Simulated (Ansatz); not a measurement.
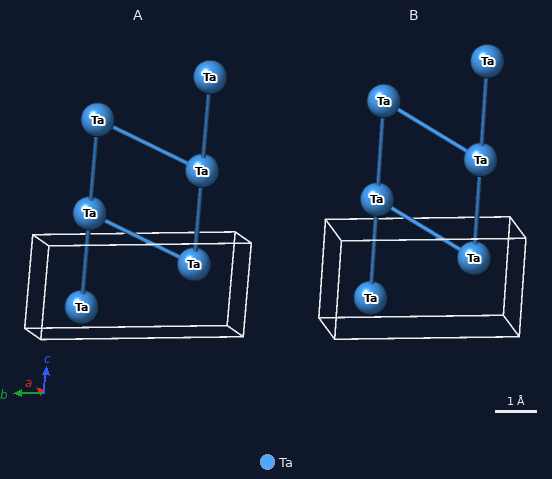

Two geometries of a crystal of Ta (set up in P-1), drawn at one scale. One is the start of a relaxation, the other its converged end. The picture is a ball-and-stick view of the cell of the calculation, reduced to other axes, repeated 1 × 1 × 3 with one cell outlined, seen from a free direction. Lengths and directions refer to the drawn axes.

These are results of DFT PBEsol, scalar-relativistic, plane waves, PAW in Ansatz 0.2.0, not measurements. Settings: plane-wave cutoff 420 eV; k-point mesh 12 × 12 × 8; occupations gaussian; smearing width 0.15 eV; no spin polarisation; cell and atoms relaxed; force threshold 0.01 eV/Å; at most 80 steps.

Q: Which one is relaxed?

A: Structure B is the relaxed one. Case: all atoms moved at random, sigma 0.25 Å for each component; relaxed back. After 6 accepted moves (8 points after the start) the energy has fallen by 182 meV per atom. The largest force component goes from 0.53 to under 0.0001 eV/Å. The pressure goes from −0.77 to 0.00 GPa. The SCF was repeated twice at an unchanged geometry on a basis and grid sized afresh for the cell, which shifted the energy by 1.0 meV per atom at most. The largest moves relative to the cell, 0.11 Å, are those of Ta atoms. The volume changes by −2.7 %, with a = c 2.867 → 2.839 Å (−1.0 %), b 5.091 → 4.641 Å (−8.9 %), β 120.0° → 109.4°. Some distances before and after: Ta–Ta 3.709 → 3.280 Å, Ta–Ta 2.867 → 3.279 Å, Ta–Ta 3.426 → 3.280 Å, Ta–Ta 2.984 → 2.841 Å. Within 0.06 Å the space group is P2_1/m at the start and Im-3m at the end; at a tighter tolerance small leftover displacements or strains of the cell lower it.
